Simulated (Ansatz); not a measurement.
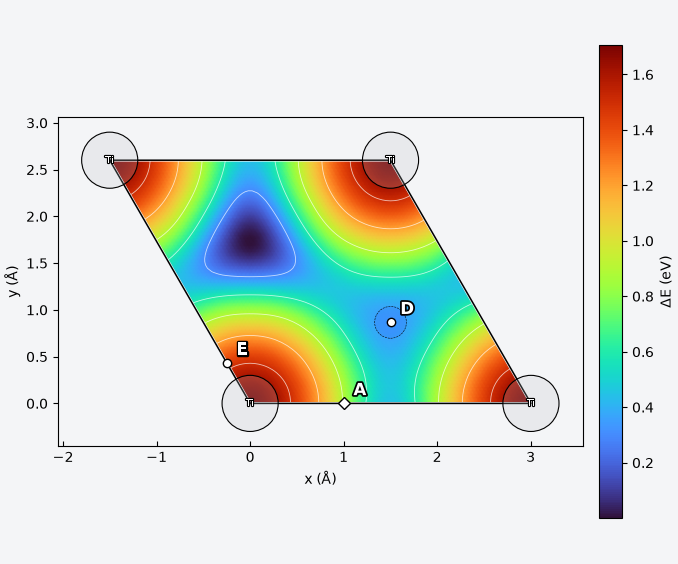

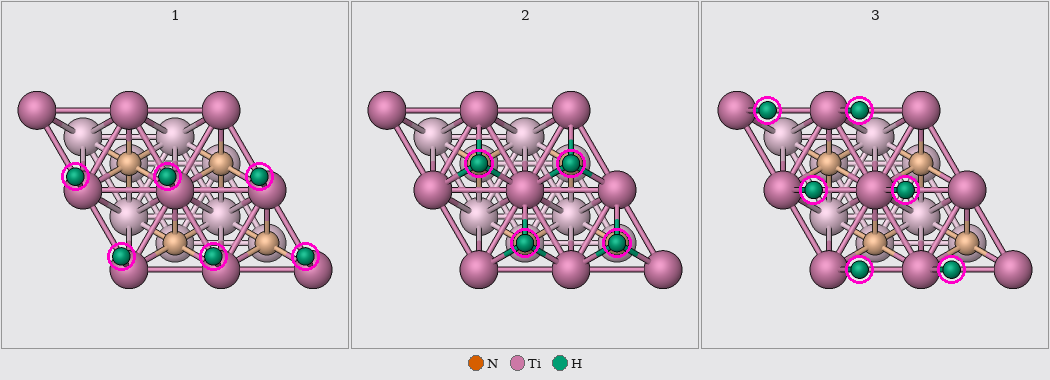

H on a TiN(111) slab cut from the Fm-3m phase, its upper half relaxed before the scan (6 atoms of substrate and one adsorbate in a 1 × 1 cell). 
- H is moved over the surface cell; relaxed at each place: the height of the adsorbate's atoms; substrate rigid; the origin of the map has the adsorbate above Ti6.
- Places are given modulo a cell vector. The map is drawn in real space over the plane of the surface.
- The scan uses a 6 × 6 grid; 10 points were computed and 26 follow by symmetry.
- All energies are given in eV relative to the lowest grid point.
- With one adsorbate in each 1 × 1 cell, its nearest image is 3.0 Å away, so neighbouring adsorbates interact.
- The calculation used DFT PBE, scalar-relativistic, plane waves, PAW (Ansatz 0.2.0). Settings: cutoff 420 eV, k-mesh 9×9×1, gaussian smearing 0.1 eV, no spin polarisation.

The picture shows a smooth colour map with a few white contour lines, labelled circles for the atoms of the top layer and small ones for the second layer, the outline of one cell of the plane, lettered points. Between grid points the surface is interpolated. The numbered pictures are the structures at these points, in random order. Rings mark the moved atoms.

> Which structure belongs to which point?

A is structure 3: (2/6, 0/6) of the cell vectors [nearest 1 Ti at 1.75 Å], 0.88 eV; D is structure 2: a threefold hollow over a second-layer N atom, (4/6, 2/6) of the cell vectors, 0.35 eV; E is structure 1: (0/6, 1/6) of the cell vectors [nearest 1 Ti at 1.74 Å], 1.44 eV.

PAW datasets: the set soft_1.
